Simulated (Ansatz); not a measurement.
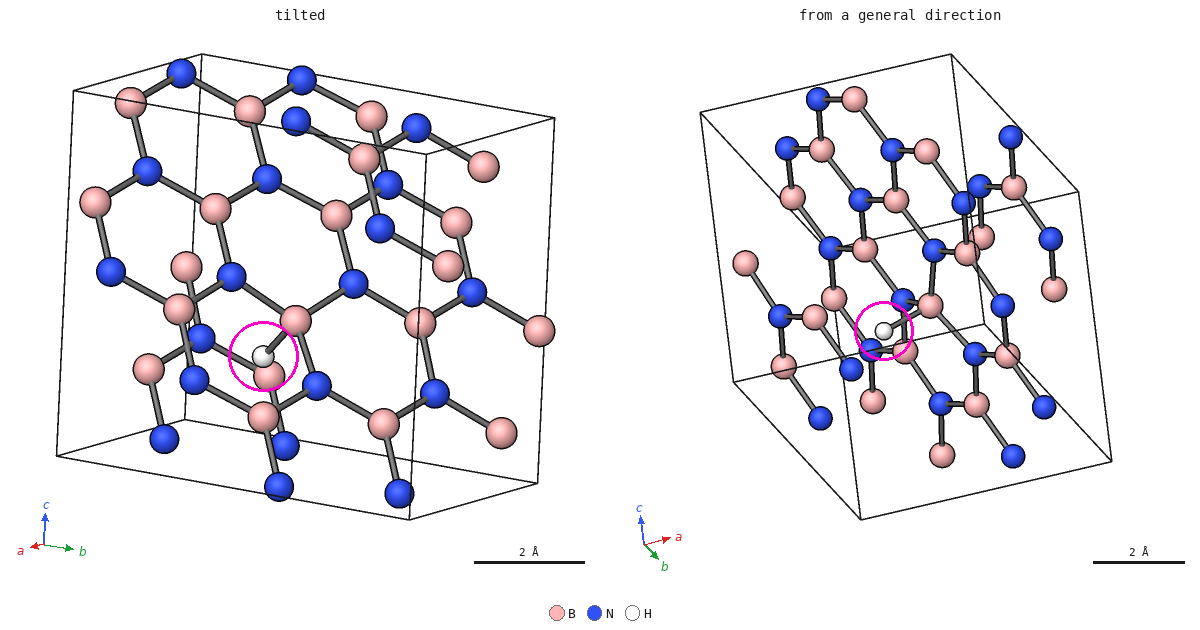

Ball-and-stick representation of a periodic structure, projected slightly off an axis and from a general direction. The parallelepiped is the supercell. The host is BN, in a cell of 32 sites, and the cell is neutral. A ring marks the defect's site.

What kind of defect was put in?

An interstitial hydrogen atom. It is bonded to one B at about 1.3 Å.

Results below were computed with DFT PBE+D3(BJ), scalar-relativistic, plane waves, PAW in Ansatz 0.2.0; the settings were plane-wave cutoff 420 eV, a 2×2×2 k-point grid, Gaussian smearing of 0.01 eV, collinear spins.

Does the calculation give a net moment?

Yes, 1.0 μB in the cell.

The atoms were relaxed in the host's cell with DFT PBE+D3(BJ), scalar-relativistic, plane waves, PAW in Ansatz.
